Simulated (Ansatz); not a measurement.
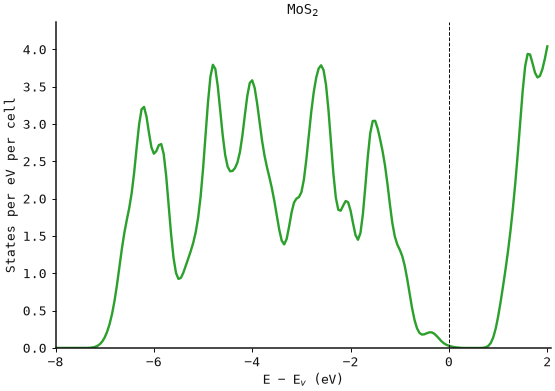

Density of states. Energies are counted from the top of the valence band. The curve is built from the levels of the k mesh with Gaussians 0.3 eV wide, which also blur the band edges.

System: MoS₂, space group R3m (No. 160), 3 atoms in the cell, hydrostatic strain +0.5%.

Level of theory: DFT, r2SCAN, plane waves, PAW, no spin polarisation, 10×10×10 k mesh, 500 eV cutoff; code Ansatz.

> Is there a gap at the Fermi level, and how wide?

There is a gap; over the k points computed it is 1.08 eV (indirect; the smallest direct gap is 1.74 eV).

> How wide is the upper valence band?

The upper group of valence states starts about 7.1 eV under the valence-band top, with a gap beneath it; it holds about 14 electrons a cell.
